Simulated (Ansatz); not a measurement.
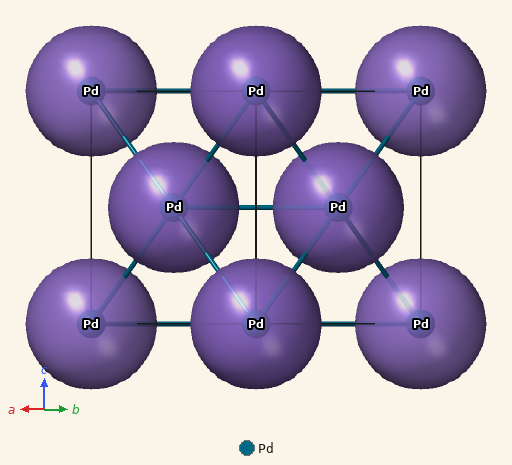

Figure 1: Pd. Isosurface of the valence charge density (pseudo) at 0.5 e/Å³ (purple), seen along [110]. Sticks mark near contacts.

Space group Fm-3m; computed pressure about 8 GPa in this cell.

These are results of Ansatz, Kohn-Sham DFT of a periodic cell, r2SCAN with rVV10, Ansatz PAW, not measurements.

**How is the density connected at this value?**

At this value the density breaks into separate islands; it holds about 85 % of the electrons treated as valence (semicore included). It bridges none of the near contacts. It is pinched off along the shortest Pd–Pd (2.72 Å) contacts. On the grid the lowest density along these lines, outside the cores, is 0.31 e/Å³ (Pd–Pd, 2.72 Å).
